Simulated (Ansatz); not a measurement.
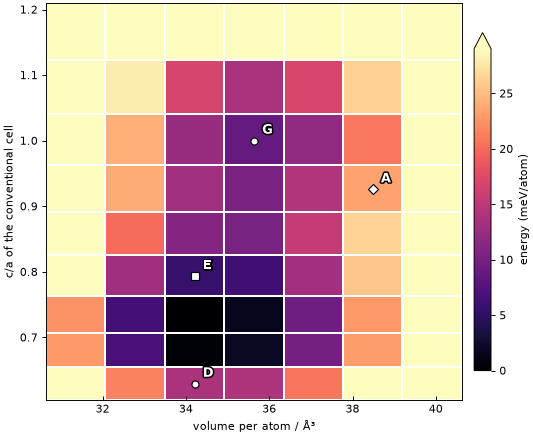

Yb (Fm-3m, No. 225; 1 atom in the cell). The energy is mapped over volume and the cell's shape. First axis: volume per atom. Second axis: c/a of the conventional cell. Nothing is relaxed (symmetry fixes all fractional coordinates). The grid has 7 × 9 points. Points are written as (first, second). Energies: meV/atom, counted from the lowest grid point. All numbers below come from DFT PBE, scalar-relativistic, plane waves, PAW (Ansatz). Settings: cutoff 420 eV, k-mesh 16×16×16, gaussian smearing 0.15 eV, no spin polarisation.

Drawn: one coloured cell a grid point, one colour for all values above the top of the scale, lettered points.

> Is E the lowest point of the computed grid?

No. E lies 5.5 meV/atom above the lowest grid point, which is at (34.21 Å³, 0.734).

> What kind of point is each of A, G: minimum, saddle, maximum or slope?

A: on a slope; G: minimum. (In these two coordinates alone; a stationary point may lie a little off the grid point.)
